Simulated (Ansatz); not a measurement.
CuCl, space group F-43m (No. 216), a = 5.314 Å, b = 5.314 Å, c = 5.314 Å, α = 90.00°, β = 90.00°, γ = 90.00°

```tsv
site	Wyckoff	x	y	z
Cu	4b	0.5000	0.5000	0.5000
Cl	4c	0.2500	0.2500	0.2500
```

Origin: coordinates from a relaxation at fixed volume with DFT PBE, scalar-relativistic, plane waves, PAW in Ansatz.

Describe the coordination of Cu.

Answer. CuCl4: an essentially ideal tetrahedron (coordination number 4, S = 0.00; next best see-saw, S = 9.8). Bonds: 4 × Cu–Cl 2.30 Å. The next neighbour, not counted, lies at 3.76 Å.

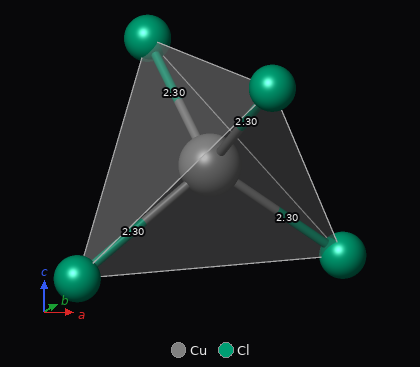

The polyhedron about Cu. The shape measure S (0 to 100) is the computed least-squares distance from an ideal polyhedron; S = 0 means ideal.
